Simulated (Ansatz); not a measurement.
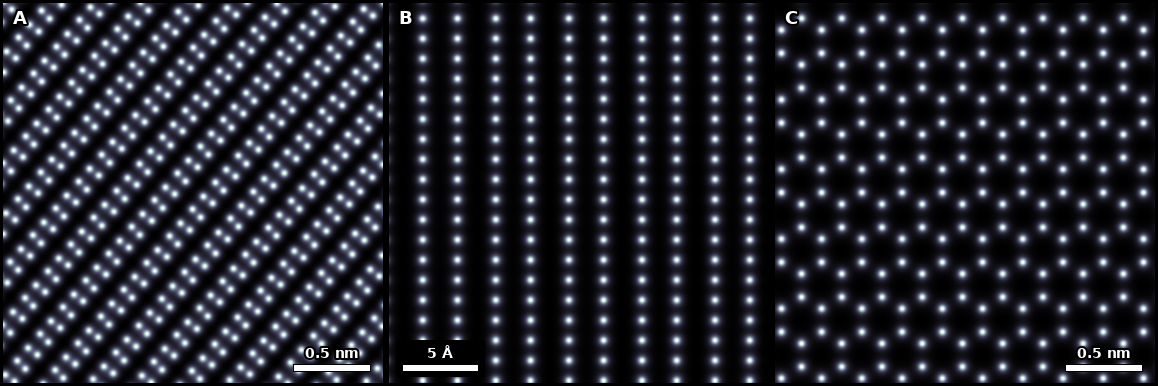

Three views of Pt (P6_3/mmc, No. 194) along different zone axes. Computed as the sum of neutral-atom potentials (tabulated electron scattering factors, B = 0.5 Å²) projected along the beam and smoothed by 0.25 Å; brighter is more positive. Structure: the end point of a relaxation with DFT PBEsol, scalar-relativistic, plane waves, PAW (Ansatz); the starting structure was generated, so it need not be a known form of this composition.

```
CELL_PARAMETERS angstrom
2.70778 0.00000 0.00000
-1.35389 2.34500 0.00000
0.00000 0.00000 9.83831
ATOMIC_POSITIONS crystal
Pt 0.33333 0.66667 0.38128
Pt 0.66667 0.33333 0.88128
Pt 0.66667 0.33333 0.61872
Pt 0.33333 0.66667 0.11872
```

> Match the panels to the zone axes [001], [201] and [210].

A is [201]: projected cell 2.37 × 2.63 Å, 117°. B is [210]: projected cell 1.35 × 4.92 Å, 90°. C is [001]: projected cell 2.71 × 2.71 Å, 120°, plane group p6mm.
